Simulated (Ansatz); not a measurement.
# Geometry relaxation, with input and output: TaN (part 2 of 2)

Continued. System: TaN (6 atoms in the cell). Method: DFT PBEsol, scalar-relativistic, plane waves, PAW, no spin polarisation (Ansatz 0.2.0); cutoff 420 eV, 12×12×12 k-mesh, Gaussian smearing of 0.1 eV. The structure derives from an entry of the Crystallography Open Database.

Geometry of the input (Å; fractional positions):
```
5.1960  0.0000  0.0000
-2.5980  4.4999  0.0000
0.0000  0.0000  2.9110
Ta 0.3333  0.6667  0.5000
Ta 0.6667  0.3333  0.5000
Ta 0.0000  0.0000  0.0000
N  0.3928  0.0000  0.0000
N  0.6071  0.6071  0.0000
N  0.0000  0.3928  0.0000
```

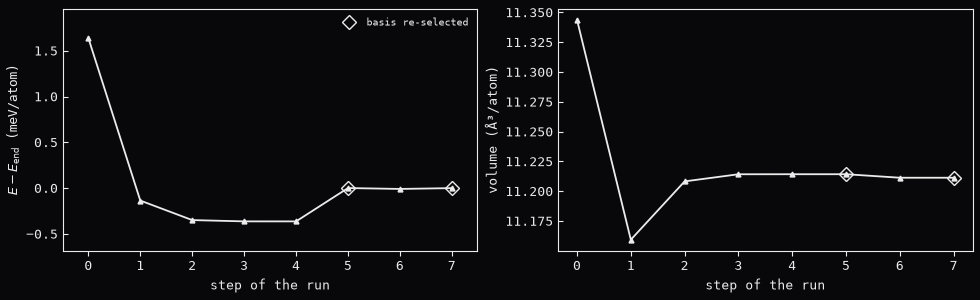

**Figure 1.** Progress of the relaxation, step by step (the first geometry is step 0 here and step 1 in the log).

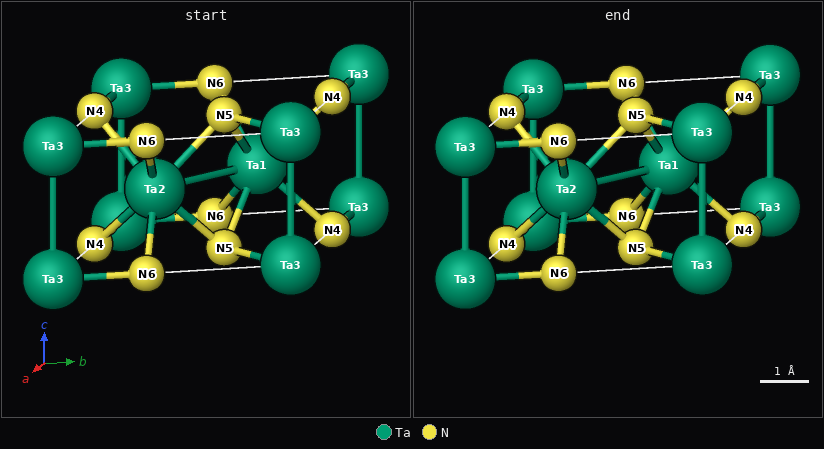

**Figure 2.** Before (left) and after (right) the relaxation, at one scale (ball-and-stick view of the cell of the calculation, seen slightly off an axis). After 5 geometry steps the energy has fallen by 1.6 meV per atom. The largest force component goes from 0.014 to under 0.0001 eV/Å. The pressure goes from −3.79 to 0.00 GPa. 1 further SCF at an unchanged geometry re-selected the plane-wave basis for the new cell. No atom moves by more than 0.005 Å relative to the cell. The drawn cell changes as follows: a = b 5.196 → 5.179 Å (−0.3 %), c 2.911 → 2.896 Å (−0.5 %); the volume changes by −1.2 %. Among the contacts that change: Ta1–Ta1 2.911 → 2.896 Å, Ta1–Ta2 3.000 → 2.990 Å, Ta1–N4 2.163 → 2.153 Å, Ta3–N4 2.041 → 2.037 Å. The space group stays P-62m (No. 189). The energy change given includes the shifts at the re-selections in mid-walk, which come without any move. A last SCF at the same geometry on a re-selected plane-wave basis shifts the energy by +0.0 meV per atom. (Atoms are counted from 1 in the order of the input.)

```
basis re-selected at this cell: Δ(F+E_penalty+E_count) = +5.330e-5 eV, ΔP = -0.001 GPa vs the last step (what re-selecting the basis moved, of the pressure what is left beyond the Pulay correction that the steps carried, after the strain that the cell walked since its last selection, with what the two solves' SCF thresholds leave and, on support functions, any second-order correction that the steps lacked; it is no measure of the basis error at this ecutwfc). This SCF's stress stands 2.08e-3 GPa from its target on what of the cell is left free (relax.cell.stress_tol is 5.00e-2 GPa) and its largest allowed force component is 1.74e-5 eV/Å (relax.f_tol is 5.00e-3 eV/Å): within both
SCF converged after 4 iterations
Free energy (F): -30562.989141 eV
Harris-Foulkes:  -30562.989141 eV  (|F-HF|=7.28e-12)
Internal energy: -30562.986913 eV  (E = F + TS)
E sigma→0 (E₀):  -30562.988027 eV
Entropy (-TS):   -0.002228 eV (-0.371 meV/atom)
Fermi energy:    19.905327 eV
--- Per-component energies (eV) ---
  E_band       = -212.403404
  E_kinetic    = 1498.828923
  E_local      = -2013.180789  (includes V_loc(G=0)·N_el)
  E_nonlocal   = 189.033094
  E_hartree    = 681.511023
  E_xc         = -833.348928
  E_vxc        = -844.525785  (∫ρ·V_xc dr)
  E_paw        = -25186.737624  (= ΣΔE_a)
  E_vpaw       = -405.581676  (= ΣTr[D̂ρ^β])
  E_aug_tail   = 0.000835  (compensation charges beyond the density's cutoff)
  E_ewald      = -4899.818683
  E_core_change = 0.725236  (= ΣΔE_core)
  E_smearing   = -0.002228  (= −TS)
  E_closure    = -0.000000  (closes the sum)
  Σ components = -30562.989141   (vs F -30562.989141, Δ=0.00e0)
--- Forces (eV/Å), atoms counted from 1 ---
  atom   1  Ta     0.00000000    -0.00000000     0.00000000
  atom   2  Ta    -0.00000000     0.00000000     0.00000000
  atom   3  Ta    -0.00000000     0.00000000     0.00000000
  atom   4  N     -0.00001736     0.00000000     0.00000000
  atom   5  N      0.00000868     0.00001503     0.00000000
  atom   6  N      0.00000868    -0.00001503     0.00000000
  max |Σ_I F_I| component: 8.80e-17 eV/Å
--- Stress (GPa, compression-positive) ---
       -0.002077      -0.000000       0.000000
       -0.000000      -0.002077       0.000000
        0.000000       0.000000      -0.000497
  P = ⅓ Tr σ = -0.0016 GPa (-0.016 kbar)
--- Band table (eV; the first three rows and the last of 133) ---
  k-point 0: bands = ["-49.4538", "-49.4062", "-48.8275", "-16.3067", "-16.3067", "-15.9429", "-15.9429", "-15.7518", "-15.6374", "-15.5055", "-15.5055", "-14.8526", "1.4321", "4.2296", "4.2296", "10.3229", "13.1851", "13.1851", "13.2703", "14.0109", "14.0109", "14.7517", "14.7517", "15.5473", "16.4875", "17.8717", "18.8863", "18.8863", "20.4150", "20.4150", "21.6649", "21.7778", "21.7778"]
  k-point 1: bands = ["-49.4506", "-49.4030", "-48.8247", "-16.2961", "-16.2961", "-15.9318", "-15.9318", "-15.8169", "-15.6954", "-15.5048", "-15.5048", "-14.9021", "1.5693", "4.1899", "4.1899", "10.5622", "13.0579", "13.0579", "13.3931", "13.9401", "13.9401", "14.7312", "14.7312", "15.1409", "16.7403", "18.2257", "18.5473", "18.5473", "20.8394", "20.8394", "21.7808", "21.8308", "21.8308"]
  k-point 2: bands = ["-49.4416", "-49.3944", "-48.8170", "-16.2672", "-16.2672", "-15.9911", "-15.9004", "-15.9004", "-15.8510", "-15.5037", "-15.5037", "-15.0354", "1.9532", "4.0785", "4.0785", "11.2355", "12.7047", "12.7047", "13.4998", "13.8714", "13.8714", "14.4800", "14.5596", "14.5596", "17.4875", "18.1390", "18.1390", "19.0487", "21.2833", "21.2833", "21.8184", "21.8184", "22.1225"]
  k-point 132: bands = ["-49.3821", "-49.3821", "-48.7857", "-16.5719", "-16.5719", "-16.2158", "-15.9500", "-15.9500", "-15.7007", "-15.5277", "-15.5033", "-15.5033", "3.2475", "3.9716", "3.9716", "11.5940", "11.5940", "12.4314", "12.4314", "12.7892", "12.9392", "13.1535", "15.7803", "15.7803", "17.2218", "17.2218", "18.1096", "22.3728", "22.3728", "22.4220", "22.4671", "22.4671", "23.6327"]
--- Relaxed structure (6 steps of the walk, 6 accepted, 2 SCFs on fresh bases) ---
  F+E_penalty+E_count = -30562.98914087 eV   max|allowed force component| = 1.736e-5 eV/Å   (the final SCF, on the basis selected at the relaxed cell)
  cell:  # Å, volume = 67.2678 Å³
    - [5.178920872134679, -2.8772734916635688e-11, 0.0]
    - [-2.5894604360424216, 4.485077039472478, 0.0]
    - [0.0, 0.0, 2.895997270552321]
  atoms:
    - { symbol: Ta, position: [0.33333333333333326, 0.6666666666666665, 0.4999999999999999] }
    - { symbol: Ta, position: [0.6666666666666665, 0.3333333333333333, 0.4999999999999999] }
    - { symbol: Ta, position: [2.4254966623956393e-20, 3.112152563338102e-20, 0.0] }
    - { symbol: N, position: [0.39337094151285534, 5.932791384823202e-22, 0.0] }
    - { symbol: N, position: [0.6066290584871445, 0.6066290584871445, 0.0] }
    - { symbol: N, position: [2.7755575615628914e-17, 0.3933709415128554, 0.0] }
```

Trajectory as extended XYZ (Å, eV, eV/Å), 8 frames, from step=1 to step=8:
```
6
Lattice="5.1960 0.0000 0.0000 -2.5980 4.4999 0.0000 0.0000 0.0000 2.9110" Properties=species:S:1:pos:R:3:forces:R:3 step=1 energy=-30562.97931 pressure_GPa=-3.79
Ta    0.0000    2.9999    1.4555    0.0000   0.0000   0.0000
Ta    2.5980    1.5000    1.4555    0.0000   0.0000   0.0000
Ta    0.0000    0.0000    0.0000    0.0000   0.0000   0.0000
N     2.0412    0.0000    0.0000    0.0144   0.0000   0.0000
N     1.5774    2.7321    0.0000   -0.0072  -0.0125   0.0000
N    -1.0206    1.7678    0.0000   -0.0072   0.0125   0.0000
6
Lattice="5.1753 0.0000 0.0000 -2.5877 4.4820 0.0000 0.0000 0.0000 2.8866" Properties=species:S:1:pos:R:3:forces:R:3 step=2 energy=-30562.98996 pressure_GPa=1.73
Ta    0.0000    2.9880    1.4433    0.0000   0.0000   0.0000
Ta    2.5877    1.4940    1.4433    0.0000   0.0000   0.0000
Ta    0.0000    0.0000    0.0000    0.0000   0.0000   0.0000
N     2.0339    0.0000    0.0000    0.0429   0.0000   0.0000
N     1.5707    2.7205    0.0000   -0.0214  -0.0371   0.0000
N    -1.0170    1.7614    0.0000   -0.0214   0.0371   0.0000
6
Lattice="5.1756 0.0000 0.0000 -2.5878 4.4822 0.0000 0.0000 0.0000 2.8990" Properties=species:S:1:pos:R:3:forces:R:3 step=3 energy=-30562.99124 pressure_GPa=0.11
Ta    0.0000    2.9881    1.4495    0.0000   0.0000   0.0000
Ta    2.5878    1.4941    1.4495    0.0000   0.0000   0.0000
Ta    0.0000    0.0000    0.0000    0.0000   0.0000   0.0000
N     2.0364    0.0000    0.0000    0.0006   0.0000   0.0000
N     1.5696    2.7186    0.0000   -0.0003  -0.0005   0.0000
N    -1.0182    1.7636    0.0000   -0.0003   0.0005   0.0000
6
Lattice="5.1795 0.0000 0.0000 -2.5897 4.4855 0.0000 0.0000 0.0000 2.8962" Properties=species:S:1:pos:R:3:forces:R:3 step=4 energy=-30562.99132 pressure_GPa=-0.05
Ta    0.0000    2.9904    1.4481    0.0000   0.0000   0.0000
Ta    2.5897    1.4952    1.4481    0.0000   0.0000   0.0000
Ta    0.0000    0.0000    0.0000    0.0000   0.0000   0.0000
N     2.0377    0.0000    0.0000   -0.0064   0.0000   0.0000
N     1.5709    2.7208    0.0000    0.0032   0.0055   0.0000
N    -1.0189    1.7647    0.0000    0.0032  -0.0055   0.0000
6
Lattice="5.1795 0.0000 0.0000 -2.5897 4.4855 0.0000 0.0000 0.0000 2.8962" Properties=species:S:1:pos:R:3:forces:R:3 step=5 energy=-30562.99132 pressure_GPa=-0.03
Ta    0.0000    2.9904    1.4481    0.0000   0.0000   0.0000
Ta    2.5897    1.4952    1.4481    0.0000   0.0000   0.0000
Ta    0.0000    0.0000    0.0000    0.0000   0.0000   0.0000
N     2.0371    0.0000    0.0000    0.0047   0.0000   0.0000
N     1.5712    2.7213    0.0000   -0.0024  -0.0041   0.0000
N    -1.0186    1.7642    0.0000   -0.0024   0.0041   0.0000
6
Lattice="5.1795 0.0000 0.0000 -2.5897 4.4855 0.0000 0.0000 0.0000 2.8962" Properties=species:S:1:pos:R:3:forces:R:3 step=6 energy=-30562.98914 pressure_GPa=-0.08
Ta    0.0000    2.9904    1.4481    0.0000   0.0000   0.0000
Ta    2.5897    1.4952    1.4481    0.0000   0.0000   0.0000
Ta    0.0000    0.0000    0.0000    0.0000   0.0000   0.0000
N     2.0371    0.0000    0.0000    0.0046   0.0000   0.0000
N     1.5712    2.7213    0.0000   -0.0023  -0.0040   0.0000
N    -1.0186    1.7642    0.0000   -0.0023   0.0040   0.0000
6
Lattice="5.1789 0.0000 0.0000 -2.5895 4.4851 0.0000 0.0000 0.0000 2.8960" Properties=species:S:1:pos:R:3:forces:R:3 step=7 energy=-30562.98919 pressure_GPa=-0.00
Ta    0.0000    2.9901    1.4480    0.0000   0.0000   0.0000
Ta    2.5895    1.4950    1.4480    0.0000   0.0000   0.0000
Ta    0.0000    0.0000    0.0000    0.0000   0.0000   0.0000
N     2.0372    0.0000    0.0000    0.0000   0.0000   0.0000
N     1.5708    2.7208    0.0000    0.0000   0.0000   0.0000
N    -1.0186    1.7643    0.0000    0.0000   0.0000   0.0000
6
Lattice="5.1789 0.0000 0.0000 -2.5895 4.4851 0.0000 0.0000 0.0000 2.8960" Properties=species:S:1:pos:R:3:forces:R:3 step=8 energy=-30562.98914 pressure_GPa=-0.00
Ta    0.0000    2.9901    1.4480    0.0000   0.0000   0.0000
Ta    2.5895    1.4950    1.4480    0.0000   0.0000   0.0000
Ta    0.0000    0.0000    0.0000    0.0000   0.0000   0.0000
N     2.0372    0.0000    0.0000    0.0000   0.0000   0.0000
N     1.5708    2.7208    0.0000    0.0000   0.0000   0.0000
N    -1.0186    1.7643    0.0000    0.0000   0.0000   0.0000
```

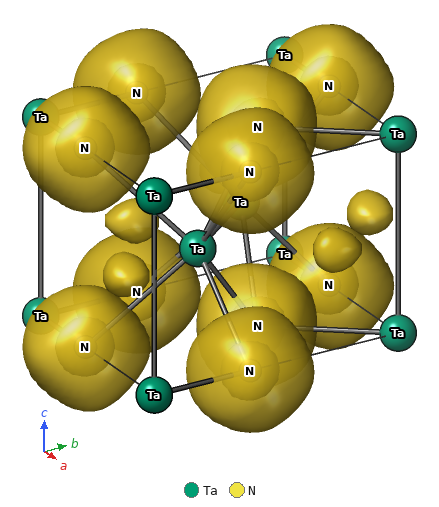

**Figure 3.** Isosurface of the ELF at 0.65 (yellow), seen slightly off an axis. Core shells and regions of very low density are left out. Sticks mark near contacts. The outline is the cell set on symmetry axes. Along the contacts the grid gives the following. Ta–N (2.04 Å): the ELF is about 0.30 at the midpoint (no shared pair; the contact is polar). Ta–Ta (2.90 Å): the ELF is about 0.25 at the midpoint; no shared electron pair. Core electrons are frozen (PAW), so the fields are smoothed inside the atomic spheres.

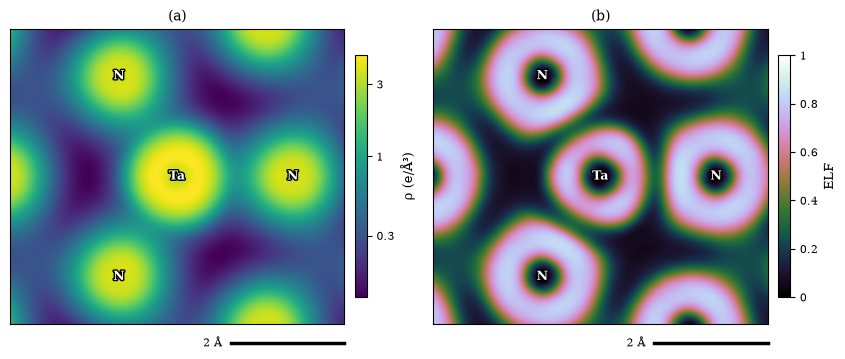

**Figure 4.** (a) valence charge density (pseudo); (b) ELF on the (001) plane of the conventional cell. Ta–N (2.04 Å): the density is about 0.88 e/Å³ at the midpoint; the ELF is about 0.30 at the midpoint; a polar contact without a shared pair, in a metal. Away from the nuclei the density in this plane falls to 0.12 e/Å³ at its lowest. The strong features right at Ta lie inside the PAW spheres (semicore, d or f shells) and say nothing about bonding.

Key numbers:

```json
{"quantity": "outcome", "value": "converged"}
{"quantity": "space group (tolerance 0.01 Å)", "value": "P-62m (189)"}
{"quantity": "electrons treated", "value": "54"}
{"quantity": "free energy", "value": "−30562.9891 eV"}
{"quantity": "Fermi energy", "value": "19.905 eV"}
{"quantity": "gap on the k-point mesh", "value": "none (metallic)"}
{"quantity": "pressure", "value": "0.00 GPa"}
{"quantity": "final volume", "value": "67.27 Å³"}
{"quantity": "largest force (length of the vector) at the end", "value": "under 0.001 eV/Å"}
{"quantity": "final cell", "value": "a = 5.179 Å, b = 5.179 Å, c = 2.896 Å, α = 90.00°, β = 90.00°, γ = 120.00°"}
{"quantity": "wall time", "value": "54 s (CPU time 1.8 min)"}
{"quantity": "peak memory", "value": "0.56 GiB"}
```

Notes:

Spin–orbit coupling is left out, which matters for Ta.
